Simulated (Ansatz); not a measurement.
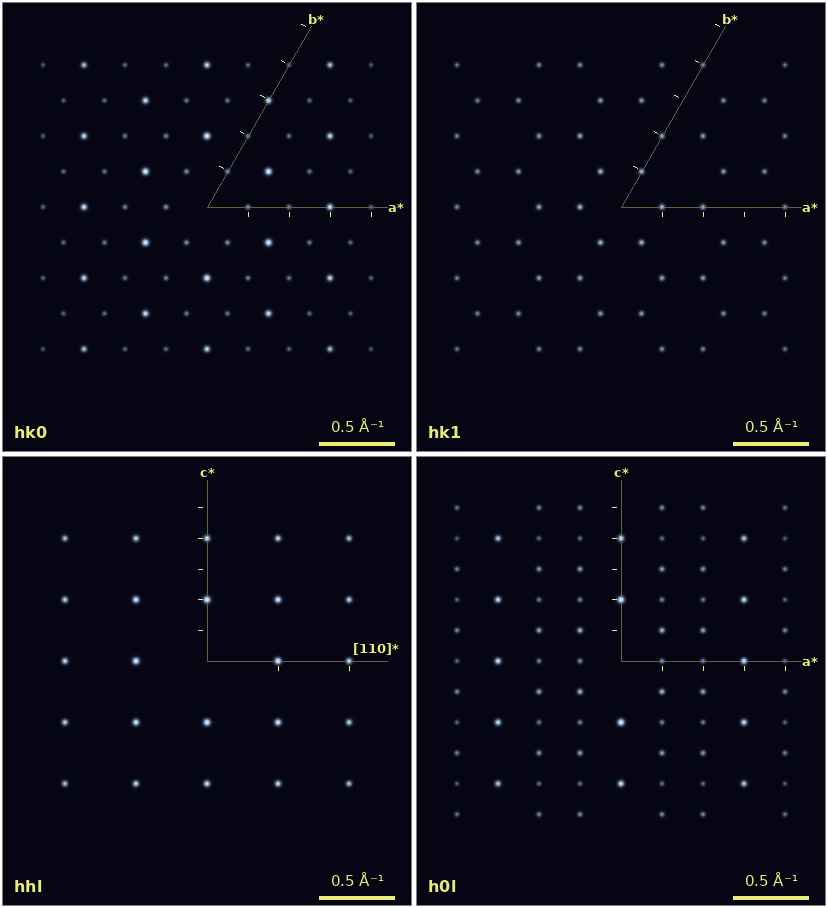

Simulated precession-type sections (X-rays; kinematic intensities, B = 0.5 Å²). The ticks mark integer indices of the conventional cell.

The compound is Os. Structure: the end point of a relaxation with Ansatz 0.2.0, DFT r2SCAN, scalar-relativistic, plane waves, PAW; the starting structure was generated, so it need not be a known form of this composition.

### What cell do the layers give?

a* = 0.276, b* = 0.276, c* = 0.206 Å⁻¹, γ* = 60°; the cell is hexagonal with a = 4.19 Å, c = 4.85 Å (hexagonal axes).

### Which reflection conditions do the layers show?

Reflections are present only under these conditions. hkl: no condition; hk0: no condition; h0l: no condition; hhl: l = 2n; 00l: l = 2n. The lattice is primitive (P). Further gaps, such as 0 3 1, 3 0 1, 3 0 3, come from atoms on special positions, not from the group's general conditions.

### Which space groups fit?

The intensities have Laue symmetry 6/mmm (the hk0 layer shows 6mm, hk1 shows 6mm). With these conditions the candidates are P6_3mc (No. 186), P-62c (No. 190), P6_3/mmc (No. 194). Diffraction geometry alone does not choose among them; the structure has P6_3/mmc.
